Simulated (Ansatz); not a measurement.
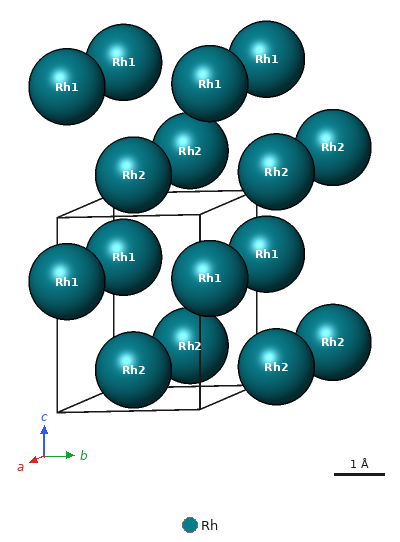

Fig. 1: The structure (spheres-only view of the cell of the calculation, repeated 2 × 2 × 2, seen slightly off an axis; atoms are numbered from 1 in the order of the input). An atom can appear more than once, as a periodic image.

## Single-point calculation of Rh

System: Rh (P6₃/mmc, 2 atoms in the cell).
Method: DFT PBEsol, scalar-relativistic, plane waves, PAW, no spin polarisation (Ansatz 0.2.0).

The structure derives from a Materials Project entry. It belongs to a series of runs on one base structure; here: ratio of the length along z to the lengths across it x 0.85, volume and fractional coordinates fixed. Figures and captions count atoms from 1; the log counts them from 0 in places.

## What the program printed
```
Engine: ansatz 0.2.0, x86_64-unknown-linux-gnu
Pseudopotentials: kind: paw
Pseudopotential: Rh, paw, valence charge 17, recommended cutoff 420 eV (normal), Rh.paw.azcp
Functional definition: PBEsol
  exchange = pbesol_x
  correlation = pbesol_c
Crystal: 2 atoms, lattice volume = 28.604 Å³
Basis set: ecut = 420 eV, 565 PW (Γ), exchange–correlation on 40×40×54 points (8 copies of the dense FFT grid, shifted against one another)
Bands: 21, of which v1, the nominal top of the filled ones, is band 17 counted from 1 (16 counted from 0)
Symmetry: 24 space group operations
Space group: P63/mmc (ITA 194), of the structure as read, at distance tolerance 3.1e-5 Å
k-points: 427 of 6912
Non-local potential: Rh, projectors of the file, l = 0: 3, l = 1: 2, l = 2: 2, l = 3: 1
PAW form: soft (Blöchl's): semilocal exchange-correlation on the pseudo side does not see the compensation charge
PAW frozen core: Rh, regenerated for the run's functional, and the local potential with it (the file was generated under x = pbe(κ = 0.804, μ = 0.2195149727645171), c = pbe(β = 0.06672455060314922))
PAW one-centre angular grid: Rh, 590 points (default); XC on 64 Gauss nodes
Initial density: superposition of atomic densities (neutral atoms: chi_scale 0, normalization atom), corrected by the library's trained network
Initial wavefunctions: pseudopotential atomic-orbital guess
Functional: x = pbesol(κ = 0.804, μ = 0.12345679012345678), c = pbesol(β = 0.046)
SCF iter   1: F=—  HF=-12677.071545 eV  |F-HF|=—  |Δ(HF+E_count)|=         —  Δρ=1.36e-2  dr2=3.60e-2  ethr=1.77e-3  ⟨swp⟩=4.6  Hψ=33696  notcnv=0
preconditioner: auto → none  [metal: Δε(μ)=0.001 eV  Ē_g=7.327 eV  σ=0.150 eV  W_gap=0.00  n_scr=8 (ndim 8)  ℏωp=29.5 eV  f_vac=0.000  D(μ)=4.04/eV (n_scr^D=60)  sad-step TF]
SCF iter   2: F=—  HF=-12677.066408 eV  |F-HF|=—  |Δ(HF+E_count)|=   5.14e-3  Δρ=7.08e-3  dr2=9.69e-3  ethr=1.06e-4  ⟨swp⟩=1.1  Hψ=12984  notcnv=0
SCF iter   3: F=—  HF=-12677.063752 eV  |F-HF|=—  |Δ(HF+E_count)|=   2.66e-3  Δρ=5.41e-4  dr2=2.81e-5  ethr=2.85e-5  ⟨swp⟩=2.0  Hψ=12657  notcnv=0
SCF iter   4: F=—  HF=-12677.063772 eV  |F-HF|=—  |Δ(HF+E_count)|=   2.04e-5  Δρ=7.90e-5  dr2=3.84e-7  ethr=8.28e-8  ⟨swp⟩=2.2  Hψ=14373  notcnv=0
iter 5 did not close the SCF: its close was put off for the readings that it lacked (scf_convergence_deferred on its scf_iter line)
SCF iter   5: F=-12677.063772 eV  HF=-12677.063772 eV  |F-HF|=6.97e-10  |Δ(HF+E_count)|=   5.98e-8  Δρ=7.42e-6  dr2=4.17e-9  ethr=1.13e-9  ⟨swp⟩=2.1  Hψ=12761  notcnv=0
SCF iter   6: F=-12677.063772 eV  HF=-12677.063772 eV  |F-HF|=3.67e-10  |Δ(HF+E_count)|=  5.28e-10  Δρ=2.40e-6  dr2=5.99e-10  ethr=1.23e-11  ⟨swp⟩=5.0  Hψ=50899  notcnv=0
SCF 1 converged in 6 iterations: F = -12677.063772 eV  dr2 = 5.99e-10
  greatest PAW one-centre occupation: 1.000 electrons in one spin orbital (limit 2), on the Rh atom at site 1 (counted from 0), in its partial waves of l = 0
```

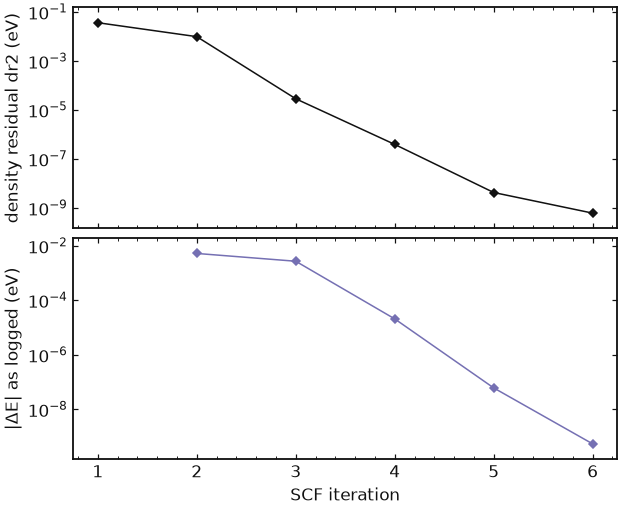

Fig. 2: Convergence of the self-consistent field: density residual dr2 and size of the energy change against the SCF iteration. The residual falls at every step.

```
SCF converged after 6 iterations
Free energy (F): -12677.063772 eV
Harris-Foulkes:  -12677.063772 eV  (|F-HF|=3.67e-10)
Internal energy: -12677.017644 eV  (E = F + TS)
E sigma→0 (E₀):  -12677.040708 eV
Entropy (-TS):   -0.046128 eV (-23.064 meV/atom)
Fermi energy:    21.223765 eV
--- Per-component energies (eV) ---
  E_band       = -207.595577
  E_kinetic    = 1145.428581
  E_local      = -3258.462162  (includes V_loc(G=0)·N_el)
  E_nonlocal   = 713.699464
  E_hartree    = 1145.151921
  E_xc         = -440.340553
  E_vxc        = -554.751705  (∫ρ·V_xc dr)
  E_paw        = -7048.004499  (= ΣΔE_a)
  E_vpaw       = -543.816189  (= ΣTr[D̂ρ^β])
  E_aug_tail   = 0.001651  (compensation charges beyond the density's cutoff)
  E_ewald      = -4935.044448
  E_core_change = 0.552399  (= ΣΔE_core)
  E_smearing   = -0.046128  (= −TS)
  E_closure    = 0.000000  (closes the sum)
  Σ components = -12677.063772   (vs F -12677.063772, Δ=0.00e0)
--- Forces (eV/Å), atoms counted from 1 ---
  atom   1  Rh     0.00000000     0.00000000     0.00000000
  atom   2  Rh    -0.00000000    -0.00000000     0.00000000
  max |Σ_I F_I| component: 1.16e-18 eV/Å
--- Stress (GPa, compression-positive) ---
      -16.882419       0.000000       0.000000
       -0.000000     -16.882419       0.000000
        0.000000       0.000000      13.258716
  P = ⅓ Tr σ = -6.8354 GPa (-68.354 kbar)
--- Band table (eV; the first three rows and the last of 427) ---
  k-point 0: bands = ["-57.5460", "-57.3663", "-25.9462", "-25.2647", "-25.2647", "-25.0538", "-25.0538", "-25.0438", "13.3954", "15.1787", "18.2467", "18.2467", "18.4292", "18.4292", "19.0533", "19.0533", "19.5068", "21.3990", "21.3990", "23.7655", "31.7832"]
  k-point 1: bands = ["-57.5429", "-57.3694", "-25.9315", "-25.2611", "-25.2611", "-25.0599", "-25.0575", "-25.0575", "13.4832", "15.2192", "17.9968", "17.9968", "18.7517", "18.7517", "18.9639", "18.9639", "19.4569", "21.4442", "21.4442", "23.3990", "32.2478"]
  k-point 2: bands = ["-57.5340", "-57.3785", "-25.8883", "-25.2507", "-25.2507", "-25.1070", "-25.0681", "-25.0681", "13.7410", "15.3343", "17.7562", "17.7562", "18.7352", "18.7352", "19.2052", "19.2052", "19.3153", "21.5364", "21.5364", "22.5013", "33.4393"]
  k-point 426: bands = ["-57.4224", "-57.4224", "-25.7288", "-25.7288", "-25.3526", "-25.3526", "-25.0837", "-25.0837", "16.6232", "16.6232", "17.1047", "17.1047", "18.3206", "18.3206", "19.5667", "19.5667", "20.9932", "20.9932", "27.7064", "27.7064", "30.1065"]
```

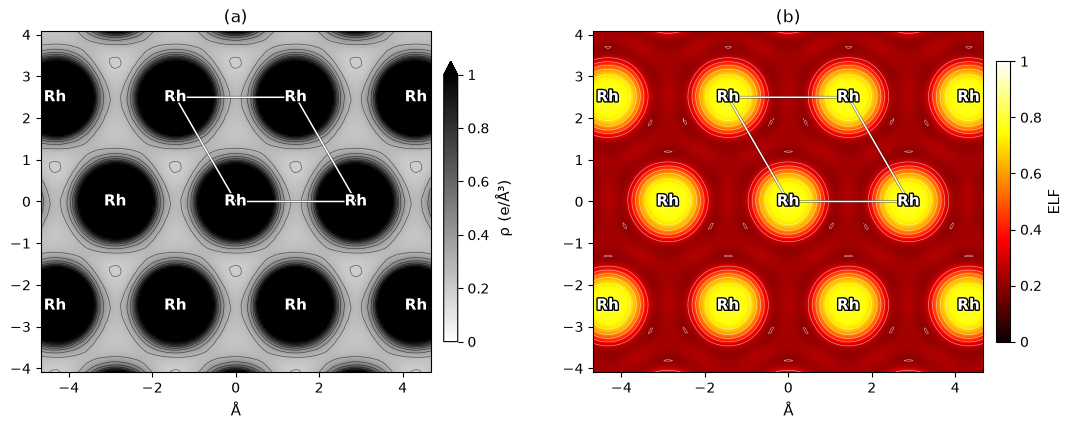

Fig. 3: (a) valence pseudo-density; (b) ELF on the (001) plane of the conventional cell. The section cuts through Rh sites. Rh–Rh (2.88 Å): ρ is about 0.27 e/Å³ halfway; the ELF is about 0.25 at the midpoint (no shared electron pair). Away from the nuclei the density in this plane falls to 0.19 e/Å³ at its lowest. The strong features right at Rh lie inside the PAW spheres (semicore, d or f shells) and say nothing about bonding. In a PAW calculation such maps are meaningful between the atoms, not at the nuclei.

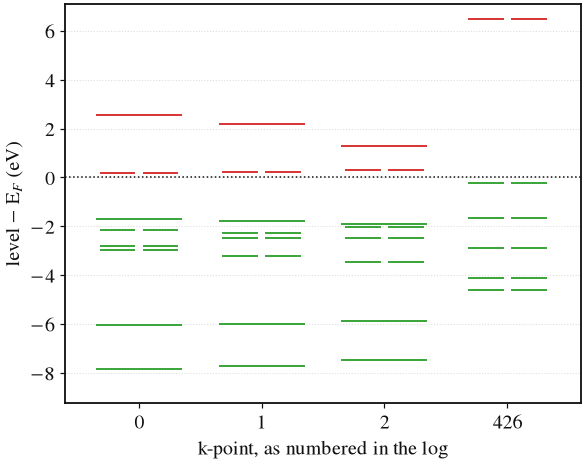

Fig. 4: Kohn–Sham levels near the Fermi level (dotted) at the few k-points that the log prints; levels within 0.02 eV of each other stand side by side. The system is metallic on the full mesh.

This output came from the following input.

## Input
```yaml
crystal:
  lattice:
    - [2.8830049769, 0.0, 0.0]
    - [-1.4415024884, 2.4967555492, 0.0]
    - [0.0, 0.0, 3.9737589652]
  atoms:
    - { symbol: Rh, position: [0.6666666667, 0.3333333333, 0.75] }
    - { symbol: Rh, position: [0.3333333333, 0.6666666667, 0.25] }
basis:
  ecutwfc: 420
kpoints:
  mp_grid: { grid: [24, 24, 12] }
hamiltonian:
  xc: pbesol
scf:
  occupations: { method: gaussian, width: 0.15 }
output:
  forces: true
  stress: true
  eigenvalues: true
  write_density: true
  write_potential: true
  elf: true
  volumetric_format: npy
```

Run as:
```bash
ansatz run input.yaml --threads 1 --pin off --max-ram 2560MiB --backend cpu --events-out ev --progress --plain --runs-dir out
```

## Results in brief

```json
{"quantity": "outcome", "value": "converged"}
{"quantity": "space group (tolerance 0.01 Å)", "value": "P6₃/mmc (194)"}
{"quantity": "electrons treated", "value": "34"}
{"quantity": "free energy", "value": "−12677.0638 eV"}
{"quantity": "Fermi energy", "value": "21.224 eV"}
{"quantity": "gap on the k-point mesh", "value": "none (metallic)"}
{"quantity": "pressure", "value": "−6.84 GPa"}
{"quantity": "largest force (length of the vector)", "value": "under 0.001 eV/Å"}
{"quantity": "hardware", "value": "1 thread of AMD EPYC (Zen 3), 32 GiB of memory available, shared host"}
{"quantity": "wall time", "value": "10 s"}
{"quantity": "peak memory", "value": "0.5 GiB"}
```
